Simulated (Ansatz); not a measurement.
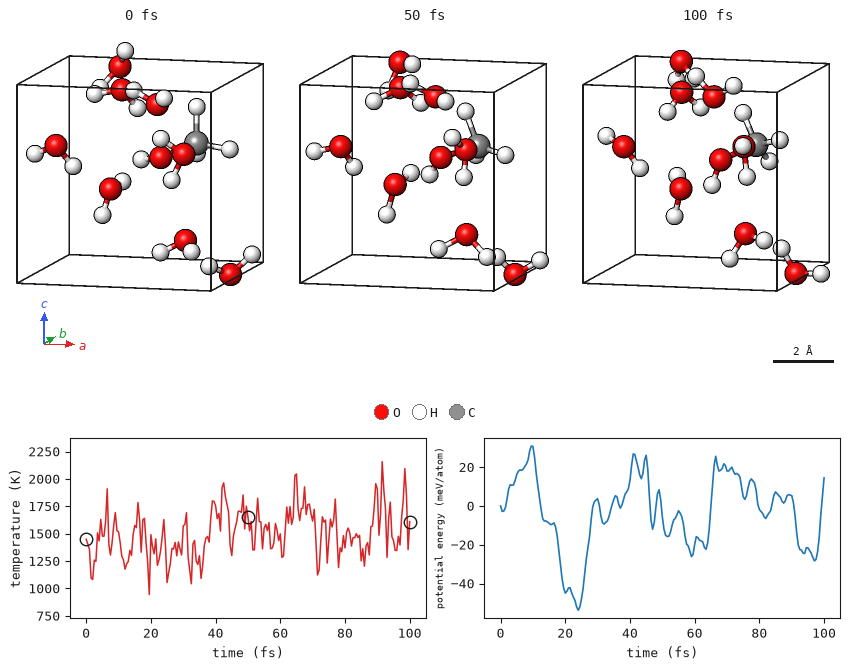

A Born-Oppenheimer molecular dynamics run of a periodic cell with 8 H2O + 1 CH3OH at 0.953 g/cm³, 100 fs long. It starts from the last geometry of an earlier run, with fresh velocities. Frames and the history of the run. Style: ball-and-stick. Shown: the simulation cell, slightly off an axis.

Level of theory: DFT PBE-D3(BJ), scalar-relativistic, plane waves, PAW (Ansatz 0.2.0). Run with plane-wave cutoff 420 eV; k-point mesh 1 × 1 × 1; Fermi-Dirac smearing 0.02 eV; Langevin thermostat (NVT); set temperature 1500 K; time step 0.5 fs; H given the mass 2.014 u; friction 0.5 per fs.

Input
```yaml
crystal:
  lattice:
    - [6.745997, 0.0, 0.0]
    - [0.0, 6.745997, 0.0]
    - [0.0, 0.0, 6.745997]
  atoms:
    - { symbol: O, position: [0.70449913, 1.07074954, -0.08273094] }
    - { symbol: H, position: [0.57010916, 1.1183742, -0.02418778] }
    - { symbol: H, position: [0.77099565, 0.95128853, -0.03189968] }
    - { symbol: O, position: [0.41962668, 0.45357855, 0.9250772] }
    - { symbol: H, position: [0.47511842, 0.5431755, 0.82169582] }
    - { symbol: H, position: [0.28021992, 0.44714019, 0.89919171] }
    - { symbol: O, position: [1.1432593, 0.21511344, 0.66774109] }
    - { symbol: H, position: [1.21470117, 0.27849002, 0.55738796] }
    - { symbol: H, position: [1.02154214, 0.26270706, 0.61505531] }
    - { symbol: O, position: [0.24519621, 0.8775752, 0.35722472] }
    - { symbol: H, position: [0.27012374, 1.01437133, 0.37658131] }
    - { symbol: H, position: [0.20820081, 0.86302646, 0.22671365] }
    - { symbol: O, position: [0.29128686, -0.11120452, 0.97423689] }
    - { symbol: H, position: [0.2083761, -0.18575958, 0.87491453] }
    - { symbol: H, position: [0.34312482, -0.20380919, 1.06811664] }
    - { symbol: O, position: [0.76004716, 0.40182559, 0.18730101] }
    - { symbol: H, position: [0.63870736, 0.37581095, 0.1260027] }
    - { symbol: H, position: [0.82988588, 0.25829678, 0.15388689] }
    - { symbol: O, position: [-0.07214781, 0.64165154, -0.0125144] }
    - { symbol: H, position: [0.03303335, 0.66392072, 0.0896284] }
    - { symbol: H, position: [-0.15265119, 0.53073062, 0.04175409] }
    - { symbol: O, position: [0.7802852, 0.29510663, 0.63709714] }
    - { symbol: H, position: [0.7158843, 0.3021377, 0.50344779] }
    - { symbol: H, position: [0.67733385, 0.23938703, 0.71894135] }
    - { symbol: C, position: [0.71355604, 0.78497071, 0.61936083] }
    - { symbol: O, position: [0.57418077, 0.62007017, 0.56588995] }
    - { symbol: H, position: [0.8850977, 0.78651595, 0.59497639] }
    - { symbol: H, position: [0.45266685, 0.69630262, 0.54085914] }
    - { symbol: H, position: [0.68211305, 0.90991962, 0.54906616] }
    - { symbol: H, position: [0.70923906, 0.80659299, 0.79908654] }
basis:
  ecutwfc: 420.0
kpoints:
  mp_grid: { grid: [1, 1, 1] }
hamiltonian:
  xc: pbe
  dispersion: d3bj
scf:
  occupations: { method: fermi_dirac, width: 0.02 }
  lower_state_search: "off"
  max_iter: 85
md:
  timestep: 0.5
  n_steps: 200
  ensemble: nvt_langevin
  temperature: 1500.0
  initial_velocities: maxwell_boltzmann
  seed: 692796
  friction: 0.5
  masses: [{ species: H, mass: 2.014 }]
```

Launched with:
```bash
ansatz run input.yaml --threads 1 --pin off --max-ram 3072MiB --backend cpu --events-out ev --progress --plain --runs-dir out
```

Describe the run.

Answer. The mean temperature in the second half is 1560 K (standard deviation 206 K). The potential energy in the second half lies on average 3.1 meV per atom below the first frame. Root-mean-square distances from the starting positions over the second half, with the common drift of all atoms taken out: H 0.54 Å, O 0.24 Å, C 0.18 Å. The heavy atoms stay within a fraction of a molecule's size of their starting places; so short a run doesn't tell a liquid from a solid. The friction is so strong that the slow modes are overdamped, and the motion no longer resembles free dynamics.

Limits of the set-up: masses were changed (H 2.014 u), which shifts the vibrations; the periodic images lie only 6.7 Å apart, so the values are limited by the cell's size.
